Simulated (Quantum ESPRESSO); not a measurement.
**Projected density-of-states run of Hf (part 2 of 4)**

Hf (P-1, 2 atoms in the cell); Kohn-Sham DFT of a periodic cell, PBE with D3(BJ) two-body, spin-orbit coupling, PseudoDojo 0.4 FR PBE standard (Quantum ESPRESSO 7.5); cutoff 789.13 eV, 4×4×2 k-mesh, cold smearing of 0.1 eV, non-collinear spins. The structure derives from an entry of the Crystallography Open Database.

Geometry of the input (Å; fractional positions):
```
3.1717  0.0113  -0.0002
-1.5760  2.7524  -0.0092
-0.0002  -0.0170  5.1170
Hf 0.6667  0.3333  0.7500
Hf 0.3333  0.6667  0.2500
```

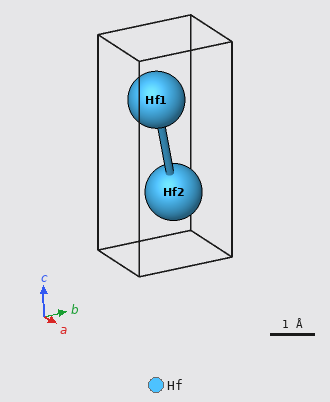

Figure 1. The input geometry (ball-and-stick view of the cell of the calculation, seen slightly off an axis; atoms are numbered from 1 in the order of the input).

The program's output, continued
```
     total magnetization       =     0.00     0.00     0.00 Bohr mag/cell
     absolute magnetization    =     0.00 Bohr mag/cell

     iteration # 25     ecut=    58.00 Ry     beta= 0.30
     Davidson diagonalization with overlap
     ethr =  8.17E-12,  avg # of iterations =  3.8

     total energy              =    -226.20441850 Ry
     estimated scf accuracy    <          1.5E-09 Ry

     total magnetization       =     0.00     0.00     0.00 Bohr mag/cell
     absolute magnetization    =     0.00 Bohr mag/cell

     iteration # 26     ecut=    58.00 Ry     beta= 0.30
     Davidson diagonalization with overlap
     ethr =  6.42E-12,  avg # of iterations =  4.0

     total energy              =    -226.20441855 Ry
     estimated scf accuracy    <          3.5E-09 Ry

     total magnetization       =     0.00     0.00     0.00 Bohr mag/cell
     absolute magnetization    =     0.00 Bohr mag/cell

     iteration # 27     ecut=    58.00 Ry     beta= 0.30
     Davidson diagonalization with overlap
     ethr =  6.42E-12,  avg # of iterations =  2.4

     total energy              =    -226.20441853 Ry
     estimated scf accuracy    <          4.3E-09 Ry

     total magnetization       =     0.00     0.00     0.00 Bohr mag/cell
     absolute magnetization    =     0.00 Bohr mag/cell

     iteration # 28     ecut=    58.00 Ry     beta= 0.30
     Davidson diagonalization with overlap
     ethr =  6.42E-12,  avg # of iterations =  2.8

     total energy              =    -226.20441853 Ry
     estimated scf accuracy    <          3.6E-09 Ry

     total magnetization       =     0.00     0.00     0.00 Bohr mag/cell
     absolute magnetization    =     0.00 Bohr mag/cell

     iteration # 29     ecut=    58.00 Ry     beta= 0.30
     Davidson diagonalization with overlap
     ethr =  6.42E-12,  avg # of iterations =  2.0

     total energy              =    -226.20441849 Ry
     estimated scf accuracy    <          3.4E-09 Ry

     total magnetization       =     0.00     0.00     0.00 Bohr mag/cell
     absolute magnetization    =     0.00 Bohr mag/cell

     iteration # 30     ecut=    58.00 Ry     beta= 0.30
     Davidson diagonalization with overlap
     ethr =  6.42E-12,  avg # of iterations =  3.1

     total energy              =    -226.20441846 Ry
     estimated scf accuracy    <          2.0E-09 Ry

     total magnetization       =     0.00     0.00     0.00 Bohr mag/cell
     absolute magnetization    =     0.00 Bohr mag/cell

     iteration # 31     ecut=    58.00 Ry     beta= 0.30
     Davidson diagonalization with overlap
     ethr =  6.42E-12,  avg # of iterations =  3.6

     total energy              =    -226.20441838 Ry
     estimated scf accuracy    <          9.9E-10 Ry

     total magnetization       =     0.00     0.00     0.00 Bohr mag/cell
     absolute magnetization    =     0.00 Bohr mag/cell

     iteration # 32     ecut=    58.00 Ry     beta= 0.30
     Davidson diagonalization with overlap
     ethr =  4.14E-12,  avg # of iterations =  4.0

     total energy              =    -226.20441843 Ry
     estimated scf accuracy    <          2.0E-09 Ry

     total magnetization       =     0.00     0.00     0.00 Bohr mag/cell
     absolute magnetization    =     0.00 Bohr mag/cell

     iteration # 33     ecut=    58.00 Ry     beta= 0.30
     Davidson diagonalization with overlap
     ethr =  4.14E-12,  avg # of iterations =  3.0

     total energy              =    -226.20441845 Ry
     estimated scf accuracy    <          1.0E-09 Ry

     total magnetization       =     0.00     0.00     0.00 Bohr mag/cell
     absolute magnetization    =     0.00 Bohr mag/cell

     iteration # 34     ecut=    58.00 Ry     beta= 0.30
     Davidson diagonalization with overlap
     ethr =  4.14E-12,  avg # of iterations =  3.0

     total energy              =    -226.20441846 Ry
     estimated scf accuracy    <          1.0E-09 Ry

     total magnetization       =     0.00     0.00     0.00 Bohr mag/cell
     absolute magnetization    =     0.00 Bohr mag/cell

     iteration # 35     ecut=    58.00 Ry     beta= 0.30
     Davidson diagonalization with overlap
     ethr =  4.14E-12,  avg # of iterations =  2.0

     total energy              =    -226.20441845 Ry
     estimated scf accuracy    <          7.7E-10 Ry

     total magnetization       =     0.00     0.00     0.00 Bohr mag/cell
     absolute magnetization    =     0.00 Bohr mag/cell

     iteration # 36     ecut=    58.00 Ry     beta= 0.30
     Davidson diagonalization with overlap
     ethr =  3.20E-12,  avg # of iterations =  2.7

     total energy              =    -226.20441846 Ry
     estimated scf accuracy    <          1.1E-09 Ry

     total magnetization       =     0.00     0.00     0.00 Bohr mag/cell
     absolute magnetization    =     0.00 Bohr mag/cell

     iteration # 37     ecut=    58.00 Ry     beta= 0.30
     Davidson diagonalization with overlap
     ethr =  3.20E-12,  avg # of iterations =  3.0

     total energy              =    -226.20441846 Ry
     estimated scf accuracy    <          9.9E-10 Ry

     total magnetization       =     0.00     0.00     0.00 Bohr mag/cell
     absolute magnetization    =     0.00 Bohr mag/cell

     iteration # 38     ecut=    58.00 Ry     beta= 0.30
     Davidson diagonalization with overlap
     ethr =  3.20E-12,  avg # of iterations =  3.3

     total energy              =    -226.20441847 Ry
     estimated scf accuracy    <          1.5E-09 Ry

     total magnetization       =     0.00     0.00     0.00 Bohr mag/cell
     absolute magnetization    =     0.00 Bohr mag/cell

     iteration # 39     ecut=    58.00 Ry     beta= 0.30
     Davidson diagonalization with overlap
     ethr =  3.20E-12,  avg # of iterations =  2.2

     total energy              =    -226.20441845 Ry
     estimated scf accuracy    <          1.1E-09 Ry

     total magnetization       =     0.00     0.00     0.00 Bohr mag/cell
     absolute magnetization    =     0.00 Bohr mag/cell

     iteration # 40     ecut=    58.00 Ry     beta= 0.30
     Davidson diagonalization with overlap
     ethr =  3.20E-12,  avg # of iterations =  3.2

     total energy              =    -226.20441844 Ry
     estimated scf accuracy    <          1.9E-09 Ry

     total magnetization       =     0.00     0.00     0.00 Bohr mag/cell
     absolute magnetization    =     0.00 Bohr mag/cell

     iteration # 41     ecut=    58.00 Ry     beta= 0.30
     Davidson diagonalization with overlap
     ethr =  3.20E-12,  avg # of iterations =  3.4

     total energy              =    -226.20441846 Ry
     estimated scf accuracy    <          7.7E-10 Ry

     total magnetization       =     0.00     0.00     0.00 Bohr mag/cell
     absolute magnetization    =     0.00 Bohr mag/cell

     iteration # 42     ecut=    58.00 Ry     beta= 0.30
     Davidson diagonalization with overlap
     ethr =  3.20E-12,  avg # of iterations =  2.0

     total energy              =    -226.20441847 Ry
     estimated scf accuracy    <          7.5E-10 Ry

     total magnetization       =     0.00     0.00     0.00 Bohr mag/cell
     absolute magnetization    =     0.00 Bohr mag/cell

     iteration # 43     ecut=    58.00 Ry     beta= 0.30
     Davidson diagonalization with overlap
     ethr =  3.13E-12,  avg # of iterations =  2.7

     total energy              =    -226.20441845 Ry
     estimated scf accuracy    <          8.2E-10 Ry

     total magnetization       =     0.00     0.00     0.00 Bohr mag/cell
     absolute magnetization    =     0.00 Bohr mag/cell

     iteration # 44     ecut=    58.00 Ry     beta= 0.30
     Davidson diagonalization with overlap
     ethr =  3.13E-12,  avg # of iterations =  3.5

     total energy              =    -226.20441845 Ry
     estimated scf accuracy    <          8.2E-10 Ry

     total magnetization       =     0.00     0.00     0.00 Bohr mag/cell
     absolute magnetization    =     0.00 Bohr mag/cell

     iteration # 45     ecut=    58.00 Ry     beta= 0.30
     Davidson diagonalization with overlap
     ethr =  3.13E-12,  avg # of iterations =  3.0

     total energy              =    -226.20441846 Ry
     estimated scf accuracy    <          9.1E-10 Ry

     total magnetization       =     0.00     0.00     0.00 Bohr mag/cell
     absolute magnetization    =     0.00 Bohr mag/cell

     iteration # 46     ecut=    58.00 Ry     beta= 0.30
     Davidson diagonalization with overlap
     ethr =  3.13E-12,  avg # of iterations =  3.0

     total energy              =    -226.20441847 Ry
     estimated scf accuracy    <          1.0E-09 Ry

     total magnetization       =     0.00     0.00     0.00 Bohr mag/cell
     absolute magnetization    =     0.00 Bohr mag/cell

     iteration # 47     ecut=    58.00 Ry     beta= 0.30
     Davidson diagonalization with overlap
     ethr =  3.13E-12,  avg # of iterations =  2.0

     total energy              =    -226.20441846 Ry
     estimated scf accuracy    <          1.1E-09 Ry

     total magnetization       =     0.00     0.00     0.00 Bohr mag/cell
     absolute magnetization    =     0.00 Bohr mag/cell

     iteration # 48     ecut=    58.00 Ry     beta= 0.30
     Davidson diagonalization with overlap
     ethr =  3.13E-12,  avg # of iterations =  2.3

     total energy              =    -226.20441845 Ry
     estimated scf accuracy    <          1.0E-09 Ry

     total magnetization       =     0.00     0.00     0.00 Bohr mag/cell
     absolute magnetization    =     0.00 Bohr mag/cell

     iteration # 49     ecut=    58.00 Ry     beta= 0.30
     Davidson diagonalization with overlap
     ethr =  3.13E-12,  avg # of iterations =  3.2

     total energy              =    -226.20441846 Ry
     estimated scf accuracy    <          8.0E-10 Ry

     total magnetization       =     0.00     0.00     0.00 Bohr mag/cell
     absolute magnetization    =     0.00 Bohr mag/cell

     iteration # 50     ecut=    58.00 Ry     beta= 0.30
     Davidson diagonalization with overlap
     ethr =  3.13E-12,  avg # of iterations =  2.9

     total energy              =    -226.20441844 Ry
     estimated scf accuracy    <          1.0E-09 Ry

     total magnetization       =     0.00     0.00     0.00 Bohr mag/cell
     absolute magnetization    =     0.00 Bohr mag/cell

     iteration # 51     ecut=    58.00 Ry     beta= 0.30
     Davidson diagonalization with overlap
     ethr =  3.13E-12,  avg # of iterations =  3.4

     total energy              =    -226.20441842 Ry
     estimated scf accuracy    <          6.8E-10 Ry

     total magnetization       =     0.00     0.00     0.00 Bohr mag/cell
     absolute magnetization    =     0.00 Bohr mag/cell

     iteration # 52     ecut=    58.00 Ry     beta= 0.30
     Davidson diagonalization with overlap
     ethr =  2.83E-12,  avg # of iterations =  3.7

     total energy              =    -226.20441843 Ry
     estimated scf accuracy    <          5.3E-10 Ry

     total magnetization       =     0.00     0.00     0.00 Bohr mag/cell
     absolute magnetization    =     0.00 Bohr mag/cell

     iteration # 53     ecut=    58.00 Ry     beta= 0.30
     Davidson diagonalization with overlap
     ethr =  2.22E-12,  avg # of iterations =  3.0

     total energy              =    -226.20441842 Ry
     estimated scf accuracy    <          5.1E-10 Ry

     total magnetization       =     0.00     0.00     0.00 Bohr mag/cell
     absolute magnetization    =     0.00 Bohr mag/cell

     iteration # 54     ecut=    58.00 Ry     beta= 0.30
     Davidson diagonalization with overlap
     ethr =  2.12E-12,  avg # of iterations =  3.9

     total energy              =    -226.20441843 Ry
     estimated scf accuracy    <          4.2E-10 Ry

     total magnetization       =    -0.00     0.00     0.00 Bohr mag/cell
     absolute magnetization    =     0.00 Bohr mag/cell

     iteration # 55     ecut=    58.00 Ry     beta= 0.30
     Davidson diagonalization with overlap
     ethr =  1.74E-12,  avg # of iterations =  3.0

 ==============================================================================
     atom number    1 relative position :    0.5010   0.2876   1.2090
     charge :    10.185272  (integrated on a sphere of radius 0.408)
     magnetization :         -0.000144    0.000048    0.000568
     magnetization/charge:   -0.000014    0.000005    0.000056
     polar coord.: r, theta, phi [deg] :     0.000588   15.002287  161.597097

 ==============================================================================

 ==============================================================================
     atom number    2 relative position :    0.0020   0.5784   0.4014
     charge :    10.185277  (integrated on a sphere of radius 0.408)
     magnetization :          0.000043    0.000182    0.000455
     magnetization/charge:    0.000004    0.000018    0.000045
     polar coord.: r, theta, phi [deg] :     0.000492   22.361749   76.813043

 ==============================================================================

     End of self-consistent calculation

          k = 0.0000 0.0000 0.0000 (  2283 PWs)   bands (ev):

   -47.1176 -47.1173 -47.0504 -47.0502 -21.4133 -21.4132 -21.1838 -21.1837
   -14.0071 -14.0070 -13.3926 -13.3922 -13.2812 -13.2811 -13.2509 -13.2506
     7.2466   7.2472  10.8782  10.8795  15.0316  15.0320  15.6547  15.6554
    15.8711  15.8722  16.0682  16.0690  16.3889  16.3897  16.8678  16.8687
    17.3440  17.3443  17.5768  17.5771  19.8514  19.8516  20.1701  20.1702
    23.4455  23.4462  25.7375  25.7381

          k =-0.0000-0.0010-0.3099 (  2272 PWs)   bands (ev):

   -47.0841 -47.0841 -47.0839 -47.0838 -21.2978 -21.2977 -21.2976 -21.2976
   -13.6610 -13.6609 -13.6609 -13.6608 -13.3225 -13.3224 -13.3221 -13.3220
     9.1729   9.1730   9.1736   9.1738  14.6500  14.6505  14.6509  14.6515
    15.6115  15.6121  15.6133  15.6140  15.9460  15.9468  15.9479  15.9486
    19.3690  19.3694  19.3810  19.3815  19.5490  19.5494  19.5597  19.5601
    25.6336  25.6339  25.6344  25.6348

          k =-0.0010 0.2875 0.0010 (  2252 PWs)   bands (ev):

   -47.0897 -47.0895 -47.0397 -47.0394 -21.4439 -21.4438 -21.2796 -21.2794
   -13.9783 -13.9782 -13.5987 -13.5983 -13.5611 -13.5607 -13.3468 -13.3467
     8.9544   8.9549  12.2515  12.2526  13.4690  13.4694  14.1190  14.1197
    15.3280  15.3288  16.0086  16.0090  16.3410  16.3413  17.5590  17.5599
    17.7366  17.7375  18.3401  18.3410  20.7573  20.7575  22.8064  22.8067
    23.0803  23.0808  27.0187  27.0192

          k =-0.0010 0.2864-0.3090 (  2247 PWs)   bands (ev):

   -47.0654 -47.0651 -47.0641 -47.0638 -21.3639 -21.3638 -21.3606 -21.3604
   -13.7931 -13.7929 -13.7844 -13.7843 -13.4602 -13.4599 -13.4560 -13.4557
    10.4836  10.4840  10.5177  10.5182  13.9180  13.9188  13.9250  13.9258
    15.0734  15.0743  15.1391  15.1400  16.9222  16.9227  16.9427  16.9433
    19.3396  19.3401  19.3616  19.3620  19.6300  19.6303  19.7029  19.7033
    26.1922  26.1926  26.2411  26.2416

          k = 0.0021-0.5750-0.0019 (  2256 PWs)   bands (ev):

   -47.0566 -47.0563 -47.0341 -47.0338 -21.4591 -21.4590 -21.3938 -21.3937
   -13.9272 -13.9271 -13.9139 -13.9136 -13.7088 -13.7086 -13.4487 -13.4486
    11.2742  11.2751  11.8802  11.8807  12.3450  12.3454  13.8346  13.8352
    15.2974  15.2979  15.5253  15.5256  16.2392  16.2400  20.6645  20.6652
    20.9258  20.9260  21.1940  21.1945  21.4149  21.4159  21.9121  21.9129
    23.1669  23.1676  24.1908  24.1913

          k = 0.0020-0.5760-0.3118 (  2258 PWs)   bands (ev):

   -47.0463 -47.0460 -47.0444 -47.0441 -21.4305 -21.4303 -21.4260 -21.4258
   -13.9798 -13.9795 -13.9732 -13.9730 -13.5204 -13.5202 -13.5112 -13.5110
    11.1958  11.1961  11.2163  11.2168  13.5634  13.5642  13.5953  13.5962
    15.6662  15.6669  15.7342  15.7345  17.3940  17.3943  17.4110  17.4113
    20.6101  20.6108  20.6416  20.6421  20.9964  20.9969  21.0118  21.0123
    23.4528  23.4536  23.4872  23.4877

          k = 0.2495 0.1429 0.0005 (  2251 PWs)   bands (ev):

   -47.0897 -47.0895 -47.0397 -47.0394 -21.4439 -21.4438 -21.2796 -21.2794
   -13.9784 -13.9782 -13.5987 -13.5984 -13.5611 -13.5607 -13.3467 -13.3467
     8.9544   8.9549  12.2519  12.2529  13.4692  13.4695  14.1188  14.1195
    15.3273  15.3281  16.0087  16.0090  16.3415  16.3418  17.5592  17.5601
    17.7367  17.7376  18.3398  18.3407  20.7560  20.7562  22.8148  22.8150
    23.0731  23.0736  27.0197  27.0201

          k = 0.2495 0.1418-0.3094 (  2254 PWs)   bands (ev):

   -47.0651 -47.0648 -47.0644 -47.0642 -21.3631 -21.3630 -21.3614 -21.3613
   -13.7912 -13.7909 -13.7863 -13.7862 -13.4596 -13.4594 -13.4566 -13.4563
    10.4920  10.4925  10.5094  10.5098  13.9194  13.9201  13.9237  13.9244
    15.0888  15.0898  15.1234  15.1242  16.9263  16.9269  16.9392  16.9397
    19.3428  19.3433  19.3563  19.3567  19.6485  19.6489  19.6857  19.6861
    26.2046  26.2052  26.2290  26.2294

          k = 0.2485 0.4304 0.0014 (  2255 PWs)   bands (ev):

   -47.0567 -47.0564 -47.0340 -47.0337 -21.4604 -21.4602 -21.3899 -21.3898
   -13.8968 -13.8967 -13.8311 -13.8308 -13.7470 -13.7467 -13.5419 -13.5419
    11.4689  11.4695  12.6143  12.6148  13.1009  13.1013  13.2882  13.2891
    14.8923  14.8927  15.4586  15.4591  15.9689  15.9696  18.6931  18.6939
    19.7835  19.7841  20.3946  20.3948  21.3947  21.3956  22.2877  22.2887
    23.0657  23.0662  24.0576  24.0587

          k = 0.2485 0.4293-0.3085 (  2250 PWs)   bands (ev):

   -47.0461 -47.0458 -47.0446 -47.0443 -21.4291 -21.4289 -21.4246 -21.4245
   -13.9906 -13.9903 -13.8514 -13.8511 -13.6503 -13.6502 -13.5109 -13.5107
    11.8770  11.8771  11.9876  11.9877  13.7817  13.7824  13.8294  13.8300
    14.4725  14.4732  14.4937  14.4943  16.7348  16.7352  16.9599  16.9603
    20.2345  20.2351  20.2579  20.2586  21.5967  21.5975  21.6694  21.6702
    24.4905  24.4912  24.5793  24.5797

          k = 0.2515-0.4321-0.0014 (  2260 PWs)   bands (ev):

   -47.0556 -47.0553 -47.0335 -47.0332 -21.4615 -21.4614 -21.3928 -21.3926
   -13.9003 -13.9002 -13.8391 -13.8388 -13.7474 -13.7471 -13.5432 -13.5431
    11.5081  11.5088  12.6049  12.6053  13.0767  13.0772  13.2820  13.2831
    14.8512  14.8517  15.4844  15.4846  15.9728  15.9737  18.7029  18.7040
    19.7414  19.7419  20.3964  20.3966  21.4944  21.4949  22.4051  22.4057
    23.0763  23.0767  24.0598  24.0605

          k = 0.2515-0.4332-0.3113 (  2251 PWs)   bands (ev):

   -47.0453 -47.0450 -47.0438 -47.0435 -21.4310 -21.4309 -21.4267 -21.4265
   -13.9947 -13.9944 -13.8596 -13.8594 -13.6487 -13.6485 -13.5133 -13.5131
    11.8809  11.8811  11.9913  11.9915  13.7640  13.7649  13.8138  13.8145
    14.5010  14.5018  14.5260  14.5267  16.7134  16.7140  16.9379  16.9385
    20.2192  20.2197  20.2450  20.2455  21.6778  21.6782  21.7449  21.7453
    24.4929  24.4933  24.5845  24.5850

          k = 0.2505-0.1446-0.0005 (  2250 PWs)   bands (ev):
```
